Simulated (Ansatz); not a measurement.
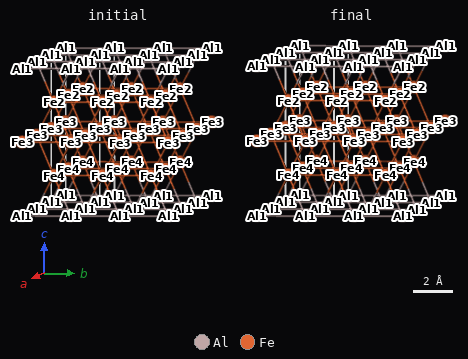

The structure of a crystal of AlFe₃ (set up in Cmmm) before (left) and after (right) a relaxation, at one scale.

The picture is a ball-and-stick view of the cell of the calculation, repeated 3 × 3 × 1 with one cell outlined, seen slightly off an axis.

Computed with DFT r2SCAN, scalar-relativistic, plane waves, PAW (Ansatz 0.2.0). Settings: plane-wave cutoff 500 eV; k-point mesh 18 × 18 × 6; occupations gaussian; smearing width 0.1 eV; collinear spin; cell and atoms relaxed; force threshold 0.005 eV/Å; at most 80 steps.

What changed between the two?

The run was cut off at its time limit before the relaxation converged, so the last structure is only a point on the way. The largest moves relative to the cell, 0.005 Å, are those of Fe2 and Fe4. Fe2 goes along −c. Al stays in place. The volume changes by +1.2 %, with a = b 2.549 → 2.542 Å (−0.3 %), c 7.797 → 7.914 Å (+1.5 %), γ 106.5° → 106.0°. Among the contacts that change: Al1–Fe2 2.482 → 2.512 Å, Fe2–Fe3 2.468 → 2.490 Å, Al1–Al1 2.549 → 2.542 Å, Fe2–Fe2 2.549 → 2.542 Å. The space group stays Cmmm (No. 65). The energy falls by 2.0 meV per atom in 3 geometry steps. The largest force component goes from 0.096 to 0.007 eV/Å. Pressure: 1.58 GPa at the start and −0.04 GPa at the end.
